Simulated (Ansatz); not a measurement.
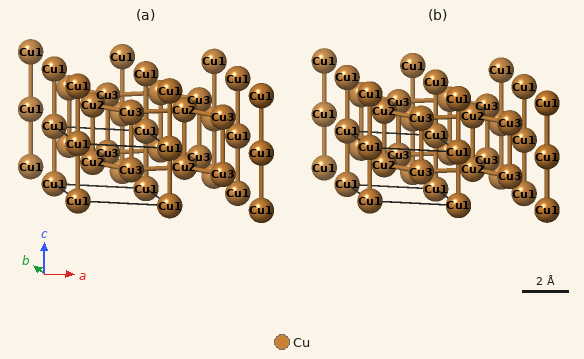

The structure of solid Cu (built on the omega_191 type) (coarse preliminary run) before (left) and after (right) a relaxation, at one scale.

Style: ball-and-stick. Shown: the cell of the calculation, repeated 2 × 2 × 2 with one cell outlined, slightly off an axis.

Case: omega type (P6/mmm, No. 191).

All numbers below come from DFT PBEsol, scalar-relativistic, plane waves, PAW (Ansatz). (plane-wave cutoff 420 eV; k-point mesh 6 × 6 × 6; occupations gaussian; smearing width 0.1 eV; no spin polarisation; cell and atoms relaxed; force threshold 0.04 eV/Å; at most 70 steps)

Question: Summarise the run.

Answer: No atom moves by more than 0.005 Å relative to the cell. The drawn cell changes as follows: a = b 4.220 → 4.073 Å (−3.5 %), c 2.587 → 2.410 Å (−6.8 %); the volume changes by −13.2 %. Among the contacts that change: Cu1–Cu1 2.587 → 2.410 Å, Cu2–Cu3 2.436 → 2.351 Å. The space group stays P6/mmm (No. 191). Over 4 accepted moves (6 points after the start) the energy falls by 0.322 eV per cell of the calculation. All forces vanish by symmetry, so only the cell relaxes. The pressure goes from −15.89 to −0.02 GPa. The SCF was repeated twice at an unchanged geometry on a basis and grid sized afresh for the cell, which shifted the energy by 4.2 meV per cell of the calculation at most.

Limits of the set-up: the k-point mesh is coarse for a cell with partly filled bands.
